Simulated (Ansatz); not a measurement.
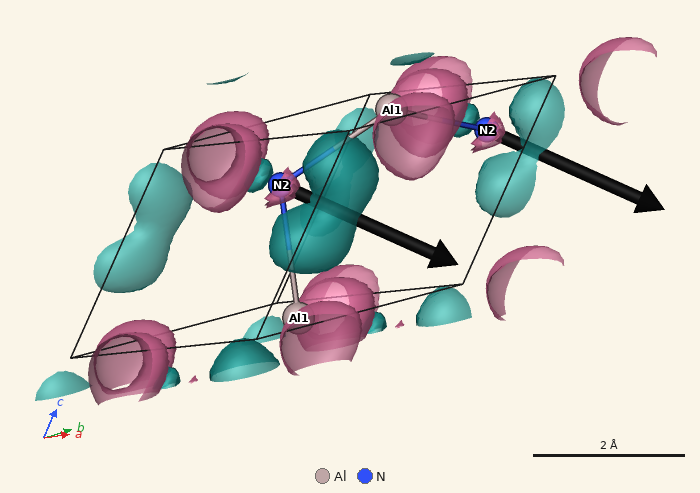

Figure. AlN. N2 was moved by 0.15 Å along [1 1 −1] in the axes of the cell drawn (arrow, not to scale). Change of the density less the rigid motion of the neutral atom's own density: teal surfaces at +0.03 and pink ones at −0.03 e/Å³, in the cell of the calculation (origin moved) seen at an oblique angle.

Space group F-43m; the calculation finds a residual pressure of about 8 GPa at this fixed cell. This isn't the usual form at ambient conditions. The cell comes from a database of computed structures, not from a measurement.

The calculation used Ansatz 0.2.0, DFT PBE, scalar-relativistic, plane waves, PAW.

In a PAW calculation such maps are meaningful between the atoms, not at the nuclei.

How do the electrons respond beyond following the atom?

About 0.15 e is rearranged in the cell. Outside the cores the largest gain, 0.08 e/Å³, lies 0.8 Å from a nitrogen nucleus and 1.0 Å from an aluminium one, and the largest loss, 0.08 e/Å³, lies 0.9 Å from a nitrogen nucleus and 1.1 Å from an aluminium one.

How much does the computed force on the atom change?

The force on it changes by 2.15 eV/Å along the move, against it: a stiffness of about 14 eV/Å² for this sublattice shift.

Run times: 16 s (moved atom) and 10 s (base cell), on 2 threads of Intel(R) Xeon(R) 6975P-C (Granite Rapids) (shared host).
